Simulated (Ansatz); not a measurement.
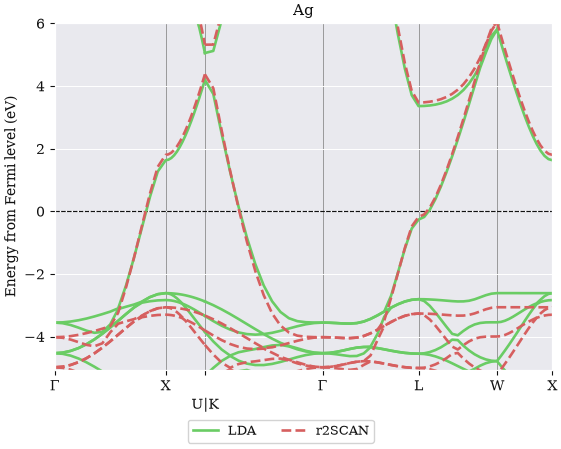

Band structures of Ag, space group Fm-3m (No. 225), 1 atom in the cell, by two methods on the same cell. Each is counted from its own Fermi level.

Q: What changes from one method to the other?

A: Both give a metal. The 1 bands that come within 1 eV of the Fermi level differ by 0.23 eV on average and by 0.47 eV at most (at Γ).

Settings. LDA: DFT LDA, scalar-relativistic, plane waves, PAW, no spin polarisation, 18×18×18 k mesh, 420 eV cutoff (Ansatz). r2SCAN: DFT r2SCAN, scalar-relativistic, plane waves, PAW, no spin polarisation, 18×18×18 k mesh, 500 eV cutoff (Ansatz 0.2.0).
